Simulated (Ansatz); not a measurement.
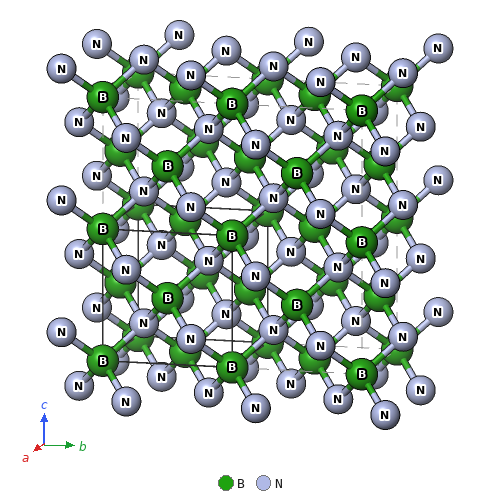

BN (space group F-43m, No. 216): coordinates from a relaxation with DFT PBE, scalar-relativistic, plane waves, PAW (Ansatz 0.2.0).

Bonds are taken as B–N below 1.8 Å. Simplification: prune 0- and 1-connected atoms, fold 2-connected ones into links.

What kind of net remains, and which atoms are its nodes?

A uninodal 4-connected, three-periodic net: B and N are 4-connected nodes.

Does the net have a name?

It is the dia net, known from diamond, zinc blende and cristobalite.

Is the net interpenetrated?

It is a single net, without interpenetration.

Give the first five terms of the coordination sequence (nodes one, two, three … edges away).

B and N: 4, 12, 24, 42, 64.

The simplified net, drawn on the atoms' positions. Nodes are coloured by element. Short stubs are edges that leave the cut-out.

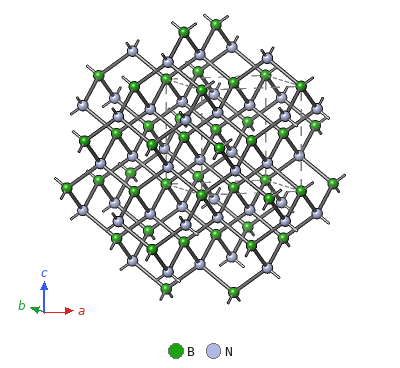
